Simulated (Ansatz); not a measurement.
## Energy of ZnS along a shift of atoms along one path

System: ZnS (Cm, 8 atoms in the cell).
Method: DFT r2SCAN, scalar-relativistic, plane waves, PAW, no spin polarisation (Ansatz 0.2.0).

The 8 runs differ only in the geometry, by a shift of atoms along one path in a fixed cell. The shift s is measured from run 5: Zn1 moves along the Cartesian direction (−0.71, 0.71, 0.00). The structure derives from an entry of the Crystallography Open Database.

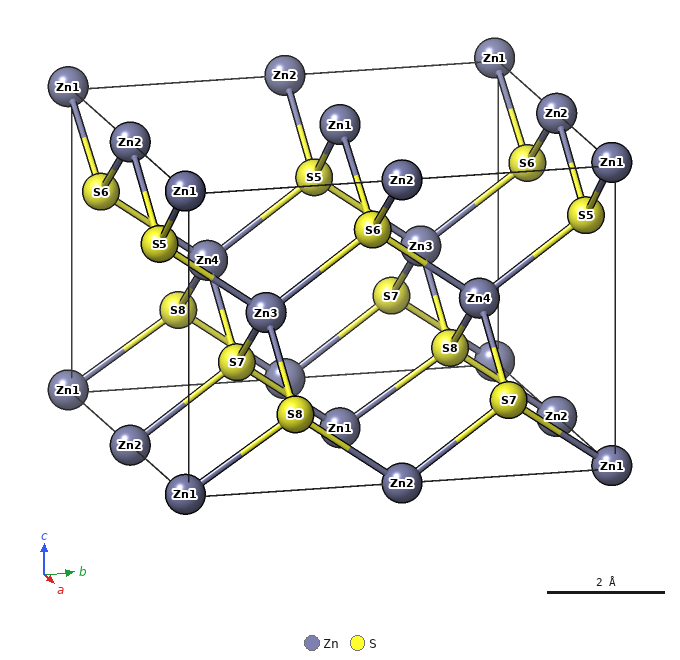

Figure 1. The structure of run 5 (ball-and-stick view of the cell 2 times as large as that of the calculation, set on its symmetry axes, seen slightly off an axis; atoms are numbered from 1 in the order of the input). An atom can appear more than once, as a periodic image.

### Input of run 5
```yaml
crystal:
  lattice:
    - [5.3890263884, 0.0, 0.0]
    - [0.0, -5.3890263884, 0.0]
    - [0.0, 0.0, -5.3890263884]
  atoms:
    - { symbol: Zn, position: [-0.0295227773, -0.0295227773, 0.0] }
    - { symbol: Zn, position: [0.5, 0.5, 0.0] }
    - { symbol: Zn, position: [0.5, 0.0, 0.5] }
    - { symbol: Zn, position: [0.0, 0.5, 0.5] }
    - { symbol: S, position: [0.75, 0.75, 0.75] }
    - { symbol: S, position: [0.25, 0.25, 0.75] }
    - { symbol: S, position: [0.25, 0.75, 0.25] }
    - { symbol: S, position: [0.75, 0.25, 0.25] }
basis:
  ecutwfc: 500
kpoints:
  mp_grid: { grid: [4, 4, 4] }
hamiltonian:
  xc: r2scan
scf:
  occupations: { method: gaussian, width: 0.05 }
output:
  forces: true
  stress: true
  eigenvalues: true
```

Command:
```bash
ansatz run input.yaml --threads 1 --pin off --max-ram 2560MiB --backend cpu --events-out ev --progress --plain --runs-dir out
```

Run 3 differs from it as follows:
```diff
-    - { symbol: Zn, position: [-0.0295227773, -0.0295227773, 0.0] }
+    - { symbol: Zn, position: [-0.0177136664, -0.0177136664, 0.0] }
```

### Results, with one run withheld

| run | shift s of Zn1 (Å) | free energy per atom, from the lowest run given (meV) | pressure (GPa) | gap on the mesh (eV) | force along the path (eV/Å) |
| --- | --- | --- | --- | --- | --- |
| 1 | −0.6750 | 97.81 | 2.04 | 2.43 | 4.086 |
| 2 | −0.3150 | 0.00 | 0.08 | 2.68 | 0.629 |
| 3 | −0.0900 | ? | ? | ? | ? |
| 4 | −0.0450 | 10.82 | 0.31 | 2.65 | −1.307 |
| 5 | 0.0000 | 19.21 | 0.48 | 2.63 | −1.679 |
| 6 | 0.0900 | 42.68 | 0.96 | 2.57 | −2.518 |
| 7 | 0.1350 | 58.17 | 1.27 | 2.53 | −2.994 |
| 8 | 0.1800 | 76.45 | 1.63 | 2.48 | −3.516 |

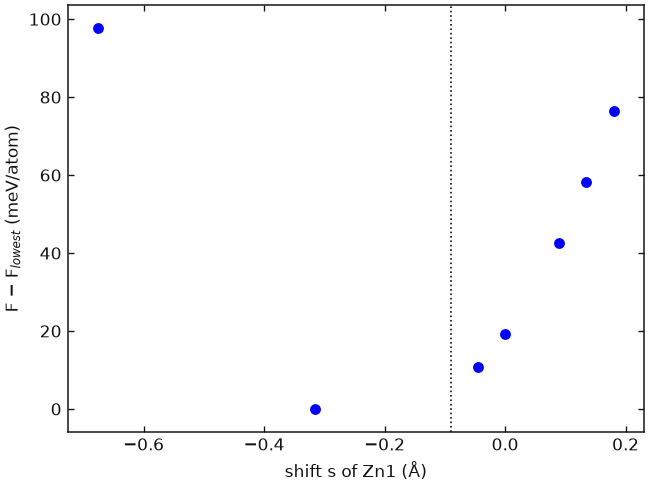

Figure 2. Free energy per atom of the runs given; the dotted line marks run 3.

Estimate the energy of run 3 from the others.

A cubic polynomial in the coordinate, fitted to the 7 runs given, misses them by at most 0.60 meV per atom. With x = s + 0.0900, it reads F = 3.4557 + 128.29 x + 511.47 x² + 28.248 x³ (meV per atom). At run 3 it gives 3.46 meV per atom, and the run itself gives 4.46. The slope of the fit gives a force −dF/ds of −1.026 eV/Å along the path (summed over the atoms that move), and the printed forces give −0.959 eV/Å. The fit has its minimum at s = −0.2167 Å. The miss comes from the order of the polynomial or from scatter in that run; these data can't tell which. The gap on the mesh lies between 2.43 eV (run 1) and 2.68 eV (run 2); run 3 has 2.67 eV. These are gaps of this functional on this mesh, which can miss the band edges; they aren't the measured gap.

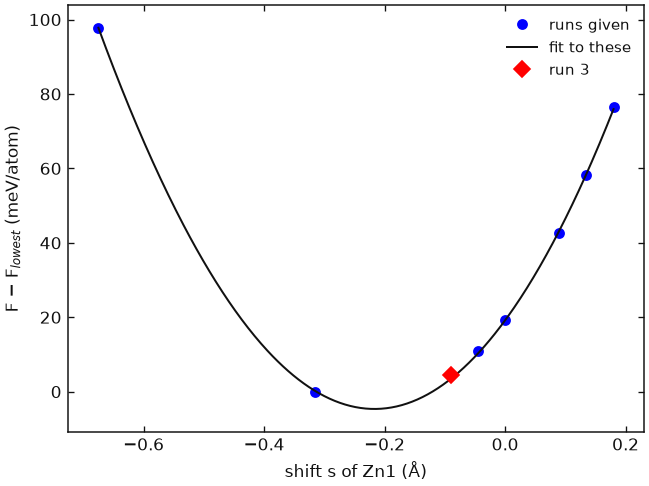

Figure 3. The fit and the withheld run.

### Output, shortened to warnings, some set-up lines, iterations and results (run 3)
```
Basis set: ecut = 500 eV, 3911 PW (Γ), exchange–correlation on 160×160×160 points (64 copies of the dense FFT grid, shifted against one another)
Symmetry: 2 space group operations
k-points: 24 of 64 (time reversal used)
Initial density: superposition of atomic densities (neutral atoms: chi_scale 0, normalization atom), corrected by the library's trained network
[...]
SCF iter   1: F=—  HF=-16933.745698 eV  |F-HF|=—  |Δ(HF+E_count)|=         —  Δρ=1.54e-2  dr2=1.87e-1  dr2_τ=2.68e-2  ethr=1.77e-3  ⟨swp⟩=9.5  Hψ=5314  notcnv=0
SCF iter   2: F=—  HF=-16933.744028 eV  |F-HF|=—  |Δ(HF+E_count)|=   1.67e-3  Δρ=2.35e-3  dr2=5.13e-3  dr2_τ=1.08e-3  ethr=2.59e-4  ⟨swp⟩=2.7  Hψ=2204  notcnv=0  defer=73
SCF iter   3: F=—  HF=-16933.737492 eV  |F-HF|=—  |Δ(HF+E_count)|=   6.54e-3  Δρ=3.24e-3  dr2=7.62e-3  dr2_τ=5.92e-5  ethr=7.12e-6  ⟨swp⟩=2.0  Hψ=1874  notcnv=0  defer=49
SCF iter   4: F=—  HF=-16933.736860 eV  |F-HF|=—  |Δ(HF+E_count)|=   6.32e-4  Δρ=6.65e-4  dr2=3.80e-4  dr2_τ=1.59e-5  ethr=7.12e-6  ⟨swp⟩=2.2  Hψ=1706  notcnv=0  defer=49
SCF iter   5: F=—  HF=-16933.736909 eV  |F-HF|=—  |Δ(HF+E_count)|=   4.89e-5  Δρ=1.58e-4  dr2=3.29e-5  dr2_τ=8.96e-7  ethr=5.27e-7  ⟨swp⟩=2.2  Hψ=1877  notcnv=0  defer=49
SCF iter   6: F=—  HF=-16933.736924 eV  |F-HF|=—  |Δ(HF+E_count)|=   1.45e-5  Δρ=8.77e-5  dr2=7.60e-6  dr2_τ=6.02e-8  ethr=4.58e-8  ⟨swp⟩=2.0  Hψ=1702  notcnv=0  defer=49
SCF iter   7: F=—  HF=-16933.736920 eV  |F-HF|=—  |Δ(HF+E_count)|=   3.75e-6  Δρ=2.53e-5  dr2=8.34e-7  dr2_τ=6.32e-9  ethr=1.06e-8  ⟨swp⟩=2.0  Hψ=1750  notcnv=0  defer=49
SCF iter   8: F=-16933.736921 eV  HF=-16933.736921 eV  |F-HF|=2.25e-8  |Δ(HF+E_count)|=   6.66e-7  Δρ=8.04e-6  dr2=9.24e-8  dr2_τ=1.40e-9  ethr=1.39e-10  ⟨swp⟩=7.9  Hψ=5131  …
SCF 1 converged in 8 iterations: F = -16933.736921 eV  dr2 = 9.24e-8
SCF converged after 8 iterations
Free energy (F): -16933.736921 eV
Harris-Foulkes:  -16933.736921 eV  (|F-HF|=2.25e-8)
Internal energy: -16933.736921 eV  (E = F + TS)
E sigma→0 (E₀):  -16933.736921 eV
Fermi energy:    6.981090 eV
--- Per-component energies (eV) ---
  E_band       = -4.893653
  E_kinetic    = 950.389747
  E_local      = -8169.006438  (includes V_loc(G=0)·N_el)
  E_nonlocal   = 2586.246518
  E_hartree    = 3427.418338
  E_xc         = -863.287730
  E_vxc        = -593.107070  (∫ρ·V_xc dr)
  E_paw        = -9839.411004  (= ΣΔE_a)
  E_vpaw       = -1663.614461  (= ΣTr[D̂ρ^β])
  E_aug_tail   = -0.000253  (compensation charges beyond the density's cutoff)
  E_vtau       = 29.353247  (kinetic-family band-sum trace: ∫τ·v_τ [+ j·A + Jᵃ·Aᵃ] dr)
  E_ewald      = -5024.916557
  E_core_change = -1.169542  (= ΣΔE_core)
  E_smearing   = -0.000000  (= −TS)
  E_closure    = 0.000000  (closes the sum)
  Σ components = -16933.736921   (vs F -16933.736921, Δ=0.00e0)
--- Forces (eV/Å), atoms counted from 1 ---
  atom   1  Zn     0.67813820    -0.67813820    -0.21643277
  atom   2  Zn    -0.11748804     0.11748804     0.00351245
  atom   3  Zn    -0.11703478    -0.13949062    -0.00189326
  atom   4  Zn     0.13949062     0.11703478    -0.00189326
  atom   5  S     -0.35592534     0.35592534     0.36680902
  atom   6  S     -0.19955038     0.19955038    -0.17740790
  atom   7  S     -0.02846508    -0.00083866     0.01365387
  atom   8  S      0.00083866     0.02846508     0.01365387
  max |Σ_I F_I| component: 3.85e-6 eV/Å
--- Stress (GPa, compression-positive) ---
        0.133564      -0.210625      -0.579453
       -0.210625       0.133564       0.579453
       -0.579453       0.579453       0.251918
  P = ⅓ Tr σ = 0.1730 GPa (1.730 kbar)
```
